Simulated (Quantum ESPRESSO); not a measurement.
**Relaxation of cell and atoms, with input and output: Ga2O3 (part 2 of 2)**

Ga2O3 (C2/m, 10 atoms in the cell); Kohn-Sham DFT of a periodic cell, BLYP with D3(BJ), PseudoDojo 0.4.1 SR PBE standard (Quantum ESPRESSO 7.5); cutoff 1142.88 eV, 4×4×2 k-mesh, fermi-dirac of 0.05 eV. The structure derives from an entry of the Crystallography Open Database. The run did not end well.

Geometry of the input (Å; fractional positions):
```
6.1070  -1.5186  0.0000
6.1070  1.5186  0.0000
-1.3860  0.0000  5.6300
Ga 0.3413  0.3413  0.6860
Ga 0.6587  0.6587  0.3140
Ga 0.9095  0.9095  0.2054
Ga 0.0905  0.0905  0.7946
O  0.5041  0.5041  0.7434
O  0.4959  0.4959  0.2566
O  0.8267  0.8267  0.4368
O  0.1733  0.1733  0.5632
O  0.8355  0.8355  0.8902
O  0.1645  0.1645  0.1098
```

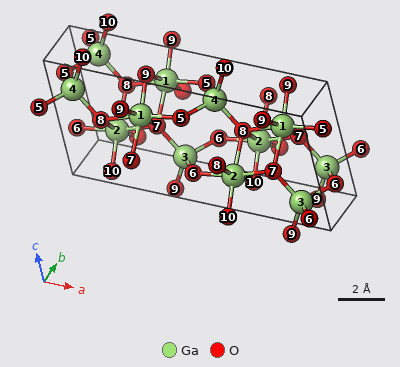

*The input geometry (ball-and-stick view of the cell 2 times as large as that of the calculation, set on its symmetry axes, seen at an oblique angle; bonded neighbours outside the cell are drawn too; atoms are numbered from 1 in the order of the input). An atom can appear more than once, as a periodic image.*

**Log, continued**
```
    -9.2111  -8.9303  -8.5883  -8.3623  -8.1862  -8.1760  -4.2788  -4.2539
    -4.2060  -4.1848  -4.1785  -4.1420  -4.0961  -4.0939  -4.0798  -4.0491
    -4.0208  -3.9859  -3.9636  -3.9550  -3.9020  -3.8949  -3.5959  -3.5160
    -3.3992  -3.1884   2.3283   2.8401   3.5815   4.4066   4.6822   5.2030
     5.4436   5.6703   6.0623   6.4749   6.8646   6.9536   7.8047   7.8989
     7.9214   8.1435   8.4072   8.7093  13.6370  14.3747  15.0326  16.0124
    17.2251  17.8654  18.3518  18.7529  19.1403  19.6554  20.0857  21.0506
    21.6610

          k =-0.1267-1.5322-0.5826 (  9161 PWs)   bands (ev):

    -9.0943  -8.8230  -8.7025  -8.3967  -8.3291  -8.1423  -4.2653  -4.2441
    -4.2153  -4.1882  -4.1267  -4.1117  -4.0961  -4.0869  -4.0831  -4.0518
    -4.0202  -4.0025  -3.9445  -3.9283  -3.9062  -3.8806  -3.8608  -3.6655
    -3.2444  -3.1569   3.1461   3.3858   3.7165   3.9627   4.6995   4.9264
     5.4337   5.6240   6.0986   6.3423   6.5084   6.8242   7.3515   7.6774
     7.8826   8.0397   8.1393   8.6455  14.5543  14.9860  15.5327  15.9395
    17.4280  17.5826  19.0519  19.3181  19.6662  19.9204  20.1037  20.9771
    21.1919

          k =-0.0000-1.0215 0.0000 (  9146 PWs)   bands (ev):

    -8.7680  -8.5759  -8.5196  -8.4104  -8.1891  -8.1795  -4.2132  -4.2094
    -4.1833  -4.1610  -4.1503  -4.1213  -4.1084  -4.0710  -4.0251  -4.0228
    -3.9471  -3.9122  -3.9071  -3.8900  -3.8782  -3.8610  -3.5406  -3.3994
    -3.1334  -3.1035   2.2904   2.3600   2.5812   3.3816   4.1094   4.9973
     5.3153   5.4341   5.5426   6.0730   6.5685   7.1150   7.3633   7.8138
     7.8806   8.0774   8.2896   8.6788  14.2807  15.0552  15.5241  15.6564
    16.6311  17.6691  18.5275  19.0594  19.8189  19.9904  20.6678  21.1379
    21.5022

          k = 0.0005-1.0215-0.5514 (  9146 PWs)   bands (ev):

    -8.6652  -8.6273  -8.4599  -8.4405  -8.2332  -8.2158  -4.1984  -4.1943
    -4.1726  -4.1692  -4.1203  -4.1146  -4.0835  -4.0545  -4.0447  -4.0101
    -3.9382  -3.9339  -3.8861  -3.8795  -3.8514  -3.8496  -3.4879  -3.4795
    -3.3038  -3.2719   2.5523   2.8446   3.1038   3.1255   4.3154   4.4259
     5.1735   5.6010   5.7049   6.0151   6.6157   6.6920   7.4663   7.5562
     7.7761   7.9219   8.0097   8.2173  15.2601  15.3378  16.2167  16.4959
    17.1468  17.5305  18.0775  18.2977  19.9534  20.3155  20.4722  20.9963
    21.0227

          k =-0.5088 0.0000-0.1247 (  9172 PWs)   bands (ev):

    -9.4519  -9.3220  -8.7319  -8.3706  -8.1727  -8.1721  -4.3390  -4.2954
    -4.2843  -4.2493  -4.1538  -4.1514  -4.1491  -4.1253  -4.0877  -4.0524
    -4.0063  -3.9740  -3.9659  -3.9654  -3.9264  -3.8849  -3.8559  -3.7738
    -3.6750  -3.0138   1.9845   2.7781   4.2189   4.8985   5.7866   6.1383
     6.3495   6.6062   6.7789   6.8679   7.3486   7.3520   7.5923   7.7790
     8.1151   8.1414   8.3973   8.6433  13.0543  13.3023  14.5185  14.9562
    16.7162  16.9455  17.8462  18.1717  19.7213  20.7848  20.9073  21.8862
    21.8981

          k =-0.5084 0.0000-0.6761 (  9190 PWs)   bands (ev):

    -9.3991  -9.0395  -8.8840  -8.5837  -8.3021  -8.0827  -4.3235  -4.2965
    -4.2950  -4.2883  -4.2262  -4.2248  -4.1272  -4.1059  -4.0800  -4.0760
    -4.0130  -4.0101  -3.9689  -3.9618  -3.9293  -3.8839  -3.8813  -3.8078
    -3.3094  -3.1457   3.2714   3.4858   3.7281   4.2025   5.3206   5.8103
     6.0057   6.2384   6.4293   6.7488   7.0165   7.6061   7.9092   8.0997
     8.1558   8.1796   8.2297   8.7858  13.5953  13.8565  14.7296  14.9054
    15.7880  16.3803  18.3989  18.8269  20.3662  20.6588  21.4856  21.4873
    21.6976

     the Fermi energy is     9.9163 ev

!    total energy              =    -809.76883514 Ry
     estimated scf accuracy    <          6.0E-12 Ry
     smearing contrib. (-TS)   =      -0.00000000 Ry
     internal energy E=F+TS    =    -809.76883514 Ry

     The total energy is F=E-TS. E is the sum of the following terms:
     one-electron contribution =    -266.39515792 Ry
     hartree contribution      =     213.07536457 Ry
     xc contribution           =    -217.25669011 Ry
     ewald contribution        =    -538.89364371 Ry
     DFT-D3 Dispersion         =      -0.29870797 Ry

     convergence has been achieved in   7 iterations

     Forces acting on atoms (cartesian axes, Ry/au):

     atom    1 type  1   force =    -0.00022194   -0.00000000   -0.00004483
     atom    2 type  1   force =     0.00022194    0.00000000    0.00004483
     atom    3 type  1   force =     0.00040948   -0.00000000    0.00014073
     atom    4 type  1   force =    -0.00040948    0.00000000   -0.00014073
     atom    5 type  2   force =    -0.00006071    0.00000000   -0.00008241
     atom    6 type  2   force =     0.00006071    0.00000000    0.00008241
     atom    7 type  2   force =     0.00037152   -0.00000000    0.00047020
     atom    8 type  2   force =    -0.00037152    0.00000000   -0.00047020
     atom    9 type  2   force =    -0.00032911   -0.00000000    0.00011955
     atom   10 type  2   force =     0.00032911    0.00000000   -0.00011955

     Total force =     0.001209     Total SCF correction =     0.000005

     Computing stress (Cartesian axis) and pressure

          total   stress  (Ry/bohr**3)                   (kbar)     P=       -0.23
   0.00000024  -0.00000000  -0.00000296            0.04       -0.00       -0.44
   0.00000000  -0.00000295   0.00000000            0.00       -0.43        0.00
  -0.00000296  -0.00000000  -0.00000208           -0.44       -0.00       -0.31

     Energy error            =      3.9E-06 Ry
     Gradient error          =      4.7E-04 Ry/Bohr
     Cell gradient error     =      4.4E-01 kbar

     number of scf cycles    =   8
     number of bfgs steps    =   7

     enthalpy           old  =    -809.7688311912 Ry
     enthalpy           new  =    -809.7688351407 Ry

     CASE: enthalpy          _new < enthalpy          _old

     new trust radius        =       0.0021107449 bohr
     new conv_thr            =            2.0E-11 Ry

     new unit-cell volume =    733.20855 a.u.^3 (   108.65030 Ang^3 )
     density =      5.72951 g/cm^3

CELL_PARAMETERS (alat= 11.89198556)
   0.982387033  -0.244738162   0.000726973
   0.982387033   0.244738162   0.000726973
  -0.222283471   0.000000000   0.906507275

ATOMIC_POSITIONS (alat)
Ga               0.5176498917       -0.0000000000        0.6235777684
Ga               1.2248407035       -0.0000000000        0.2843834534
Ga               1.7409185208       -0.0000000000        0.1875036639
Ga               0.0015720745        0.0000000000        0.7204575581
O                0.8246735997       -0.0000000000        0.6755606509
O                0.9178169954       -0.0000000000        0.2324005710
O                1.5268823382       -0.0000000000        0.3969136009
O                0.2156082571        0.0000000000        0.5110476210
O                1.4421176652       -0.0000000000        0.8095086401
O                0.3003729300        0.0000000000        0.0984525818

     NEW-OLD atomic charge density approx. for the potential
     New effective cutoffs (rho, wfc):  327.81   82.02

     Self-consistent Calculation

     iteration #  1     ecut=    84.00 Ry     beta= 0.50
     Davidson diagonalization with overlap
     ethr =  1.00E-06,  avg # of iterations =  3.0

     Threshold (ethr) on eigenvalues was too large:
     Diagonalizing with lowered threshold

     Davidson diagonalization with overlap
     ethr =  2.18E-09,  avg # of iterations =  3.1

     total energy              =    -809.76883832 Ry
     estimated scf accuracy    <       0.00000249 Ry

     iteration #  2     ecut=    84.00 Ry     beta= 0.50
     Davidson diagonalization with overlap
     ethr =  2.83E-09,  avg # of iterations =  2.0

     total energy              =    -809.76883852 Ry
     estimated scf accuracy    <       0.00000029 Ry

     iteration #  3     ecut=    84.00 Ry     beta= 0.50
     Davidson diagonalization with overlap
     ethr =  3.25E-10,  avg # of iterations =  2.0

     total energy              =    -809.76883854 Ry
     estimated scf accuracy    <       0.00000007 Ry

     iteration #  4     ecut=    84.00 Ry     beta= 0.50
     Davidson diagonalization with overlap
     ethr =  7.83E-11,  avg # of iterations =  2.0

     total energy              =    -809.76883855 Ry
     estimated scf accuracy    <       0.00000001 Ry

     iteration #  5     ecut=    84.00 Ry     beta= 0.50
     Davidson diagonalization with overlap
     ethr =  1.41E-11,  avg # of iterations =  2.0

     total energy              =    -809.76883856 Ry
     estimated scf accuracy    <          8.5E-10 Ry

     iteration #  6     ecut=    84.00 Ry     beta= 0.50
     Davidson diagonalization with overlap
     ethr =  9.61E-13,  avg # of iterations =  2.0

     total energy              =    -809.76883856 Ry
     estimated scf accuracy    <          4.6E-11 Ry

     iteration #  7     ecut=    84.00 Ry     beta= 0.50
     Davidson diagonalization with overlap
     ethr =  1.00E-13,  avg # of iterations =  2.0

     End of self-consistent calculation

          k = 0.0000 0.0000 0.0000 (  9163 PWs)   bands (ev):

    -9.7858  -8.7508  -8.7081  -8.5931  -8.1682  -8.1615  -4.3327  -4.2860
    -4.2820  -4.2292  -4.1482  -4.1426  -4.1298  -4.1276  -4.0668  -3.9708
    -3.9637  -3.9625  -3.9312  -3.9308  -3.9033  -3.8854  -3.8613  -3.7415
    -3.5958  -3.5369   1.9719   3.0150   4.0953   4.8563   5.4702   6.2209
     6.3638   6.6665   6.8855   6.9273   7.1861   7.2693   7.8385   8.1106
     8.1672   8.3321   8.5256   8.7715  10.9117  14.2231  15.0833  15.3590
    16.5269  17.4063  17.8605  18.1279  19.9782  20.7946  21.1481  21.4478
    21.7032

          k = 0.0004-0.0000-0.5515 (  9192 PWs)   bands (ev):

    -9.5202  -9.1296  -8.7305  -8.4585  -8.2655  -8.1282  -4.2896  -4.2890
    -4.2850  -4.2694  -4.2073  -4.2033  -4.1102  -4.0792  -4.0741  -4.0110
    -4.0093  -3.9720  -3.9418  -3.9323  -3.9274  -3.8824  -3.8195  -3.7505
    -3.6687  -3.2822   2.7991   3.0513   3.9635   4.6847   5.6517   6.1886
     6.3616   6.5901   6.8461   6.8552   6.9869   7.2584   7.3007   7.4599
     8.1817   8.1926   8.2786   8.5130  13.2406  13.4042  15.1341  15.6318
    16.4629  16.6197  18.4969  18.5984  20.2092  20.3472  21.0631  21.8278
    21.9503

          k = 0.1272 0.5107 0.0312 (  9173 PWs)   bands (ev):

    -9.3748  -8.6651  -8.6062  -8.4108  -8.1866  -8.1769  -4.2665  -4.2428
    -4.2004  -4.1937  -4.1780  -4.1375  -4.0878  -4.0655  -4.0593  -4.0343
    -4.0312  -3.9673  -3.9598  -3.9269  -3.9054  -3.7779  -3.6270  -3.5264
    -3.4809  -3.3039   2.2074   2.9325   3.1686   4.2334   5.2442   5.4674
     5.6353   5.8071   6.3014   6.6451   6.6934   6.9688   7.4330   7.6728
     7.7866   8.1006   8.3106   8.7475  13.2244  14.8442  15.2336  16.4026
    17.2438  17.9332  18.3301  18.8624  18.9402  19.4349  20.1923  20.7498
    21.4620

          k = 0.1276 0.5107-0.5203 (  9173 PWs)   bands (ev):

    -9.1723  -8.8698  -8.6038  -8.3527  -8.2952  -8.1622  -4.2494  -4.2384
    -4.2078  -4.1989  -4.1295  -4.1196  -4.0926  -4.0842  -4.0599  -4.0363
    -4.0223  -3.9827  -3.9292  -3.9147  -3.8943  -3.8811  -3.7586  -3.5513
    -3.4582  -3.2477   2.8590   3.0492   4.1741   4.3480   4.5926   4.9317
     5.3196   5.3916   6.2524   6.4367   6.5889   7.0299   7.4426   7.5165
     7.7940   8.0509   8.2791   8.5214  14.2507  14.5585  16.0520  16.3608
    17.8509  17.9723  18.6267  19.1235  19.2893  19.5343  19.7433  20.5460
    21.4180

          k =-0.2544-1.0215-0.0624 (  9164 PWs)   bands (ev):

    -8.7640  -8.5893  -8.4970  -8.4160  -8.1840  -8.1774  -4.2103  -4.2076
    -4.1816  -4.1725  -4.1475  -4.1109  -4.0847  -4.0649  -4.0370  -4.0224
    -3.9477  -3.9107  -3.9035  -3.8897  -3.8687  -3.8581  -3.5360  -3.4003
    -3.1260  -3.1033   2.1633   2.4279   2.7649   3.2707   4.0718   4.8509
     5.3393   5.5890   5.8040   5.8310   6.7420   6.9776   7.3836   7.5383
     8.0375   8.1018   8.3472   8.6820  14.1861  15.0065  15.6585  15.8030
    16.7333  17.3801  18.4801  19.0705  19.8243  20.0523  20.6935  21.0399
    21.5050

          k =-0.2540-1.0215-0.6139 (  9148 PWs)   bands (ev):

    -8.6609  -8.6284  -8.4497  -8.4466  -8.2293  -8.2121  -4.2013  -4.1910
    -4.1694  -4.1642  -4.1146  -4.1145  -4.0831  -4.0466  -4.0406  -4.0071
    -3.9359  -3.9350  -3.8803  -3.8778  -3.8517  -3.8443  -3.4899  -3.4754
    -3.2876  -3.2790   2.5787   2.7917   3.1081   3.1599   4.3308   4.4469
     5.1461   5.3229   6.0627   6.2278   6.4498   6.4994   7.5464   7.6092
     7.7767   7.8140   8.1057   8.1855  15.2776  15.3219  16.3002  16.4207
    17.1297  17.6348  17.9523  18.3219  19.9278  20.3584  20.7130  20.8278
    21.0466

          k = 0.2544 0.0000 0.0624 (  9132 PWs)   bands (ev):

    -9.6808  -9.0005  -8.7396  -8.4308  -8.1741  -8.1612  -4.3351  -4.2899
    -4.2819  -4.2330  -4.1531  -4.1471  -4.1301  -4.1245  -4.0785  -4.0247
    -3.9713  -3.9634  -3.9517  -3.9351  -3.9270  -3.8834  -3.8517  -3.7663
    -3.7095  -3.1949   1.9816   2.9080   4.0165   5.2021   5.6810   5.9208
     6.1186   6.7518   6.7617   6.9643   7.3264   7.5319   7.7138   8.0696
     8.1108   8.1565   8.2497   8.7143  11.7730  14.0367  14.8570  15.1143
    16.6135  17.1195  17.7558  18.3523  19.8512  20.8492  20.9019  21.5726
    21.8771

          k = 0.2548 0.0000-0.4891 (  9188 PWs)   bands (ev):

    -9.4696  -9.0649  -8.8354  -8.4894  -8.2960  -8.0989  -4.2986  -4.2923
    -4.2884  -4.2799  -4.2185  -4.2073  -4.1066  -4.1064  -4.0777  -4.0264
    -4.0109  -4.0088  -3.9737  -3.9365  -3.9266  -3.8814  -3.8778  -3.7711
    -3.4696  -3.1937   2.9147   3.3341   3.9573   4.3153   5.6943   5.9322
     6.1587   6.2811   6.5309   6.9105   6.9494   7.4695   7.6212   7.9125
     8.1443   8.1444   8.2412   8.7058  13.3174  13.7397  14.7249  15.4006
    16.1720  16.5313  18.4451  18.7097  20.2789  20.5180  21.2629  21.6265
    21.8005

          k =-0.1272-1.5322-0.0312 (  9148 PWs)   bands (ev):

    -9.2094  -8.9282  -8.5857  -8.3604  -8.1831  -8.1726  -4.2763  -4.2517
    -4.2034  -4.1823  -4.1757  -4.1398  -4.0938  -4.0918  -4.0774  -4.0470
    -4.0177  -3.9823  -3.9603  -3.9517  -3.8986  -3.8916  -3.5936  -3.5130
    -3.3963  -3.1857   2.3304   2.8429   3.5833   4.4088   4.6841   5.2046
     5.4460   5.6723   6.0649   6.4789   6.8673   6.9564   7.8072   7.9024
     7.9237   8.1465   8.4106   8.7117  13.6401  14.3774  15.0373  16.0149
    17.2287  17.8680  18.3558  18.7534  19.1436  19.6570  20.0896  21.0548
    21.6670

          k =-0.1268-1.5322-0.5827 (  9161 PWs)   bands (ev):

    -9.0931  -8.8203  -8.7001  -8.3933  -8.3275  -8.1387  -4.2628  -4.2418
    -4.2128  -4.1856  -4.1243  -4.1095  -4.0939  -4.0846  -4.0808  -4.0492
    -4.0170  -3.9992  -3.9412  -3.9250  -3.9027  -3.8774  -3.8579  -3.6627
    -3.2418  -3.1541   3.1484   3.3877   3.7191   3.9654   4.7017   4.9279
     5.4365   5.6270   6.1012   6.3453   6.5113   6.8266   7.3540   7.6802
     7.8837   8.0428   8.1420   8.6488  14.5575  14.9884  15.5368  15.9437
    17.4287  17.5872  19.0551  19.3217  19.6692  19.9243  20.1084  20.9792
    21.1952

          k =-0.0000-1.0215 0.0000 (  9146 PWs)   bands (ev):

    -8.7658  -8.5743  -8.5178  -8.4080  -8.1857  -8.1761  -4.2108  -4.2068
    -4.1808  -4.1584  -4.1483  -4.1188  -4.1061  -4.0680  -4.0229  -4.0204
    -3.9442  -3.9087  -3.9038  -3.8867  -3.8750  -3.8582  -3.5382  -3.3970
    -3.1300  -3.1001   2.2932   2.3624   2.5836   3.3839   4.1108   4.9991
     5.3178   5.4370   5.5443   6.0761   6.5708   7.1178   7.3657   7.8167
     7.8832   8.0809   8.2932   8.6813  14.2858  15.0572  15.5261  15.6606
    16.6335  17.6687  18.5308  19.0614  19.8246  19.9936  20.6709  21.1452
    21.5090

          k = 0.0004-1.0215-0.5515 (  9146 PWs)   bands (ev):

    -8.6628  -8.6256  -8.4583  -8.4389  -8.2294  -8.2120  -4.1959  -4.1917
    -4.1703  -4.1668  -4.1178  -4.1119  -4.0810  -4.0516  -4.0427  -4.0077
    -3.9351  -3.9308  -3.8827  -3.8761  -3.8486  -3.8467  -3.4856  -3.4771
    -3.3005  -3.2687   2.5547   2.8473   3.1063   3.1277   4.3173   4.4283
     5.1766   5.6031   5.7069   6.0173   6.6184   6.6940   7.4683   7.5592
     7.7805   7.9234   8.0135   8.2197  15.2656  15.3427  16.2154  16.4976
    17.1506  17.5333  18.0781  18.3023  19.9552  20.3197  20.4782  21.0025
    21.0268

          k =-0.5089-0.0000-0.1248 (  9172 PWs)   bands (ev):

    -9.4507  -9.3194  -8.7293  -8.3683  -8.1698  -8.1688  -4.3366  -4.2933
    -4.2822  -4.2470  -4.1507  -4.1485  -4.1462  -4.1222  -4.0848  -4.0502
    -4.0034  -3.9717  -3.9631  -3.9627  -3.9229  -3.8814  -3.8531  -3.7711
    -3.6726  -3.0108   1.9866   2.7805   4.2207   4.8996   5.7887   6.1422
     6.3527   6.6080   6.7804   6.8711   7.3508   7.3552   7.5961   7.7814
     8.1180   8.1437   8.4009   8.6456  13.0580  13.3063  14.5200  14.9582
    16.7203  16.9492  17.8513  18.1773  19.7206  20.7900  20.9104  21.8885
    21.9017

          k =-0.5085-0.0000-0.6762 (  9190 PWs)   bands (ev):

    -9.3980  -9.0368  -8.8815  -8.5804  -8.3002  -8.0791  -4.3209  -4.2944
    -4.2928  -4.2857  -4.2239  -4.2224  -4.1249  -4.1026  -4.0767  -4.0736
    -4.0110  -4.0080  -3.9657  -3.9585  -3.9258  -3.8804  -3.8784  -3.8050
    -3.3069  -3.1428   3.2740   3.4871   3.7310   4.2058   5.3223   5.8128
     6.0078   6.2403   6.4321   6.7498   7.0197   7.6090   7.9126   8.1016
     8.1577   8.1829   8.2338   8.7890  13.5995  13.8576  14.7323  14.9108
    15.7908  16.3835  18.4034  18.8320  20.3725  20.6572  21.4875  21.4911
    21.7022

     the Fermi energy is     9.9185 ev

!    total energy              =    -809.76883856 Ry
     estimated scf accuracy    <          7.2E-12 Ry
     smearing contrib. (-TS)   =      -0.00000000 Ry
     internal energy E=F+TS    =    -809.76883856 Ry

     The total energy is F=E-TS. E is the sum of the following terms:
     one-electron contribution =    -266.30693055 Ry
     hartree contribution      =     213.04003587 Ry
     xc contribution           =    -217.25712945 Ry
     ewald contribution        =    -538.94605140 Ry
     DFT-D3 Dispersion         =      -0.29876301 Ry

     convergence has been achieved in   7 iterations
```

**Outcome**

| quantity | value |
| --- | --- |
| outcome | stopped at the time limit |
| space group (tolerance 0.01 Å) | C2/m (12) |
| wall time | 40 min |
| peak memory | 0.26 GiB |

**What went wrong**

The run was cut off by its time limit, so the output is incomplete. Further notes kept with the run: potentials made for another functional. Points of doubt noted for this run: coarse mesh; potentials made for another functional.
